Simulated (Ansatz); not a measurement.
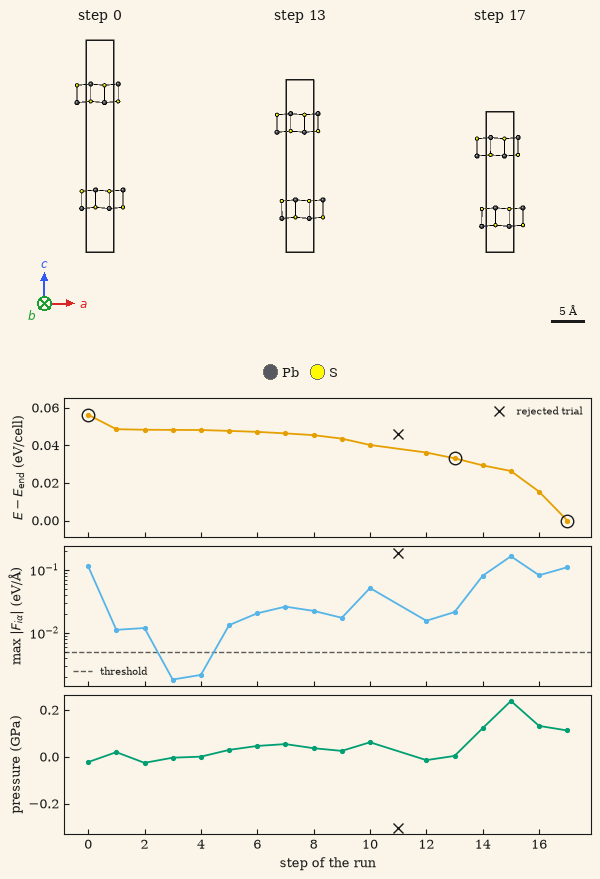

Frames of a relaxation of a crystal of PbS (built on the database structure type), marked on the history of the run. A ball-and-stick model of the cell of the calculation, seen along the b axis.

Computed with Ansatz, DFT, PBE-D3(BJ), plane waves, PAW.

Input
```yaml
crystal:
  lattice:
    - [2.98372052, -2.98370968, 0.0]
    - [2.98372052, 2.98370968, 0.0]
    - [0.0, 0.0, 32.51740387]
  atoms:
    - { symbol: Pb, position: [0.83701531, 0.16298469, 0.20620021] }
    - { symbol: Pb, position: [0.16298469, 0.83701531, 0.79379979] }
    - { symbol: Pb, position: [0.33701531, 0.66298469, 0.29379979] }
    - { symbol: Pb, position: [0.66298469, 0.33701531, 0.70620021] }
    - { symbol: S, position: [0.16172904, 0.83827096, 0.71202147] }
    - { symbol: S, position: [0.83827096, 0.16172904, 0.28797853] }
    - { symbol: S, position: [0.66172904, 0.33827096, 0.78797853] }
    - { symbol: S, position: [0.33827096, 0.66172904, 0.21202147] }
kpoints:
  mp_grid: { grid: [6, 6, 2] }
hamiltonian:
  xc: pbe
  dispersion: d3bj
scf:
  occupations: { method: fermi_dirac, width: 0.02 }
relax:
  f_tol: 0.005
  cell: {}
output:
  write_density: true
  write_potential: true
  elf: true
  volumetric_format: npy
```

Launched with:
```bash
ansatz run input.yaml --threads 4 --pin off --max-ram 5529MiB --backend cpu --events-out ev --progress --plain --runs-dir out
```

Q: What happens along the run?

A: The run was cut off at its time limit before the relaxation converged, so the last structure is only a point on the way. After 16 accepted moves (17 points after the start) the energy has fallen by 56.3 meV per cell of the calculation. Largest force component: 0.11 eV/Å at the start, 0.11 eV/Å at the end. Pressure: −0.02 GPa at the start and 0.11 GPa at the end. The line search rejected the trial step at point 11 of the run. The largest moves relative to the cell, 0.47 Å, are those of Pb1, Pb2, Pb3 and Pb4. Pb1 goes along −c. Largest moves by element: Pb 0.47 Å, S 0.43 Å. The drawn cell changes as follows: a = b 4.220 → 4.207 Å (−0.3 %), c 32.517 → 21.576 Å (−33.6 %); the volume changes by −34.0 %. Near-neighbour distances that change, for instance: Pb1–S8 2.982 → 2.951 Å, Pb1–S8 (another image) 2.997 → 3.009 Å, Pb1–S8 (another image) 2.990 → 2.980 Å. The space group stays Cmce (No. 64). From step 0 to 13: Pb atoms move most (0.27 Å), volume −19.2 %, energy −23.2 meV per cell of the calculation. From step 13 to 17: Pb atoms move most (0.26 Å), volume −18.4 %, energy −33.1 meV per cell of the calculation.

```json
{"step": "0", "E − E(0), meV/atom": "0.00", "largest force component, eV/Å": "0.1141", "pressure, GPa": "-0.02", "volume, Å³/atom": "72.372", "note": ""}
{"step": "1", "E − E(0), meV/atom": "-0.97", "largest force component, eV/Å": "0.0112", "pressure, GPa": "0.02", "volume, Å³/atom": "71.745", "note": ""}
{"step": "2", "E − E(0), meV/atom": "-1.00", "largest force component, eV/Å": "0.0119", "pressure, GPa": "-0.03", "volume, Å³/atom": "71.797", "note": ""}
{"step": "3", "E − E(0), meV/atom": "-1.01", "largest force component, eV/Å": "0.0018", "pressure, GPa": "0.00", "volume, Å³/atom": "71.732", "note": ""}
{"step": "4", "E − E(0), meV/atom": "-1.02", "largest force component, eV/Å": "0.0022", "pressure, GPa": "0.00", "volume, Å³/atom": "71.671", "note": ""}
{"step": "5", "E − E(0), meV/atom": "-1.08", "largest force component, eV/Å": "0.0133", "pressure, GPa": "0.03", "volume, Å³/atom": "70.963", "note": ""}
{"step": "6", "E − E(0), meV/atom": "-1.14", "largest force component, eV/Å": "0.0204", "pressure, GPa": "0.05", "volume, Å³/atom": "70.110", "note": ""}
{"step": "7", "E − E(0), meV/atom": "-1.24", "largest force component, eV/Å": "0.0261", "pressure, GPa": "0.05", "volume, Å³/atom": "68.812", "note": ""}
{"step": "8", "E − E(0), meV/atom": "-1.36", "largest force component, eV/Å": "0.0223", "pressure, GPa": "0.04", "volume, Å³/atom": "67.597", "note": ""}
{"step": "9", "E − E(0), meV/atom": "-1.59", "largest force component, eV/Å": "0.0174", "pressure, GPa": "0.03", "volume, Å³/atom": "65.423", "note": ""}
{"step": "10", "E − E(0), meV/atom": "-2.01", "largest force component, eV/Å": "0.0515", "pressure, GPa": "0.06", "volume, Å³/atom": "61.956", "note": ""}
{"step": "11", "E − E(0), meV/atom": "-1.29", "largest force component, eV/Å": "0.1881", "pressure, GPa": "-0.30", "volume, Å³/atom": "58.376", "note": "rejected"}
{"step": "12", "E − E(0), meV/atom": "-2.52", "largest force component, eV/Å": "0.0156", "pressure, GPa": "-0.01", "volume, Å³/atom": "60.137", "note": ""}
{"step": "13", "E − E(0), meV/atom": "-2.90", "largest force component, eV/Å": "0.0214", "pressure, GPa": "0.00", "volume, Å³/atom": "58.462", "note": ""}
{"step": "14", "E − E(0), meV/atom": "-3.37", "largest force component, eV/Å": "0.0806", "pressure, GPa": "0.12", "volume, Å³/atom": "55.782", "note": ""}
{"step": "15", "E − E(0), meV/atom": "-3.75", "largest force component, eV/Å": "0.1642", "pressure, GPa": "0.24", "volume, Å³/atom": "52.335", "note": ""}
{"step": "16", "E − E(0), meV/atom": "-5.12", "largest force component, eV/Å": "0.0820", "pressure, GPa": "0.13", "volume, Å³/atom": "51.156", "note": ""}
{"step": "17", "E − E(0), meV/atom": "-7.04", "largest force component, eV/Å": "0.1099", "pressure, GPa": "0.11", "volume, Å³/atom": "47.730", "note": ""}
```
